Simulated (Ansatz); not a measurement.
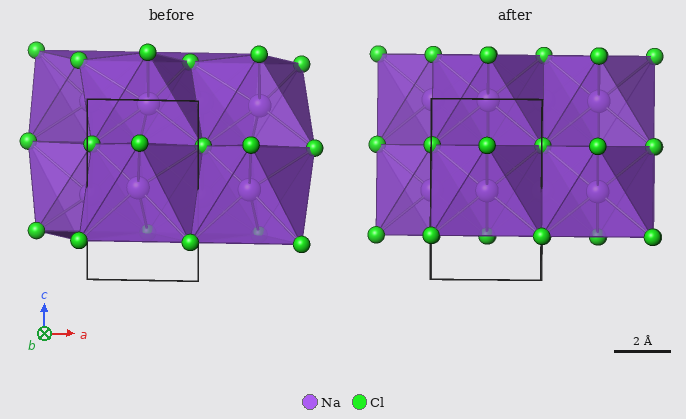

The structure of solid NaCl (built on the rocksalt type) before (left) and after (right) a relaxation, at one scale.

A polyhedral model of the cell of the calculation, reduced to other axes, repeated 2 × 1 × 1 with one cell outlined, seen along the b axis. Lengths and directions refer to the drawn axes.

Case: shaken.

Level of theory: DFT, PBEsol, plane waves, PAW in Ansatz 0.2.0. (plane-wave cutoff 420 eV; k-point mesh 6 × 6 × 6; occupations fermi dirac; smearing width 0.05 eV; no spin polarisation; cell and atoms relaxed; force threshold 0.01 eV/Å; at most 120 steps)

Question: What changed between the two?

Answer: The energy falls by 67.1 meV per atom in 3 accepted moves (4 points after the start). The largest force component goes from 1.4 to 0.0013 eV/Å. The pressure goes from 1.80 to 0.00 GPa. The SCF was repeated once at an unchanged geometry on a basis and grid sized afresh for the cell, which shifted the energy by less than 0.05 meV per atom at most. A Cl atom moves most relative to the cell: 0.37 Å roughly along [3 0 1]. Largest moves by element: Cl 0.37 Å, Na 0.24 Å. Cell: a 3.984 → 3.961 Å (−0.6 %), b 6.827 → 6.861 Å (+0.5 %), c 6.839 → 6.861 Å (+0.3 %), β 90.8° → 90.0°, γ 90.6° → 90.0°. Volume +0.2 %. Near-neighbour distances that change, for instance: Cl–Na 2.361 → 2.800 Å, Cl–Na 3.177 → 2.801 Å, Cl–Na 3.132 → 2.802 Å, Cl–Na 2.486 → 2.800 Å. Bond angles that change, for instance: Na–Cl–Na 161.9° → 179.9°, Na–Cl–Na 166.3° → 180.0°, Cl–Na–Cl 168.4° → 180.0°. The space group (tolerance 0.01 Å) goes from P1 (No. 1) to Fm-3m (No. 225). Cost: 32 s on 2 threads of AMD EPYC 9R45 96-Core Processor (Zen 5) (shared host), peak memory 0.84 GiB.
